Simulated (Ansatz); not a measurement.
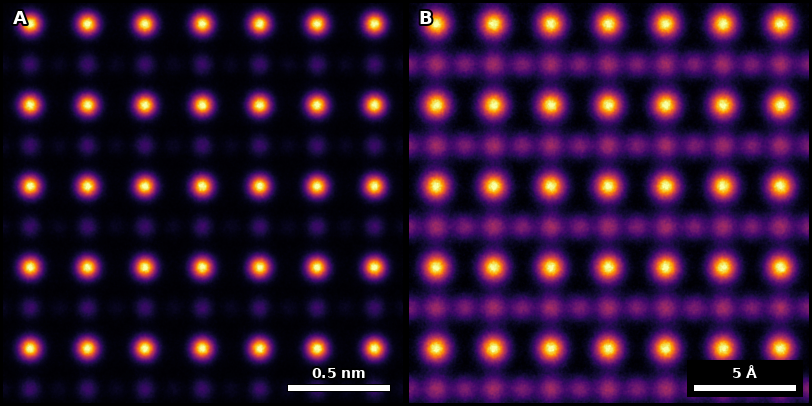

Two simulated images of the same area of BaTiO3 (Pm-3m, No. 221) along [110], with a probe of 0.83 Å. One is incoherent Z contrast (Z^1.8 per atom), the other the projected potential of neutral atoms blurred by the probe (iDPC-like, thin sample). Brightness is counted from the darkest point of the image. Shot noise was added. Atomic positions: the geometry relaxed with DFT, PAW plane waves, pbe in Ansatz.

Which panel is which, and how can one tell?

Answer. A is the Z-contrast image and B the potential image. The columns of 2 O per repeat reach about 5 % of the brightest peak (1 Ba + 1 O) in A but about 33 % in B, mainly since the potential grows much more slowly with atomic number. The O columns show clearly in B alone.
